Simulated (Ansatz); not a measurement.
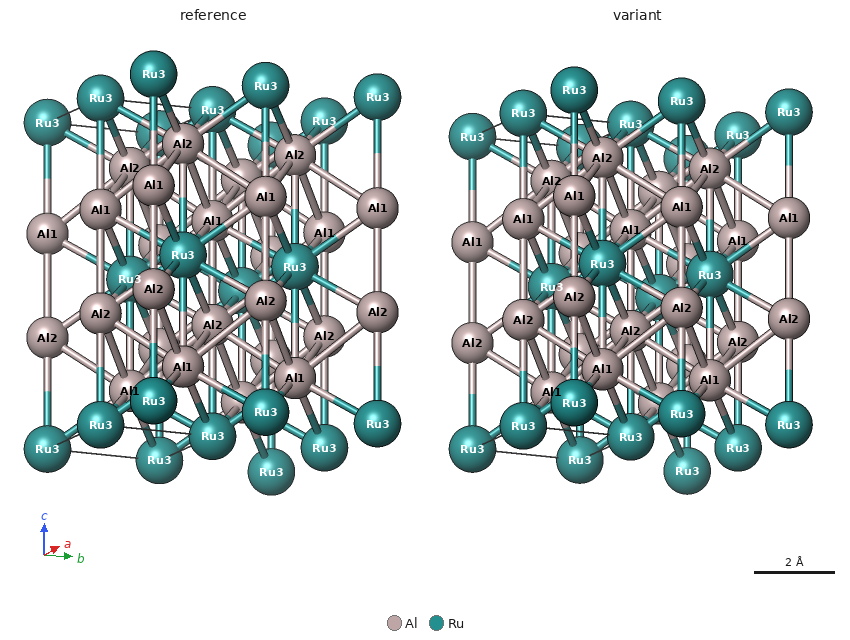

Left: solid Al₂Ru (set up in I4/mmm). Right: the same structure after one change, at the same scale. A ball-and-stick model of the conventional cell (2 times the calculation's cell), repeated 2 × 2 × 1 with one cell outlined, seen from a free direction. Lengths and directions refer to the drawn axes.

Method: Ansatz 0.2.0, DFT PBEsol, scalar-relativistic, plane waves, PAW. Set-up: plane-wave cutoff 420 eV; k-point mesh 18 × 18 × 18; occupations gaussian; smearing width 0.1 eV; no spin polarisation.

### What distinguishes the right structure from the left one?

The volume is changed by −12.0 %. The atoms are relaxed in that cell.

### And its effect?

Energy change: +138 meV per atom. The pressure goes from 0.0 to 30.1 GPa. Both are metals. Cell: a = b 3.121 → 2.993 Å (−4.1 %), c 8.423 → 8.060 Å (−4.3 %). Volume −12.0 %. The largest moves relative to the cell, 0.019 Å, are those of Al1 and Al2. Al1 goes along +c. Ru stays in place. Among the bonded contacts that change: Al–Ru 2.872 → 2.729 Å, Al–Al 2.685 → 2.553 to 2.603 Å, Al–Ru 2.582 → 2.485 Å. The space group stays I4/mmm (No. 139).
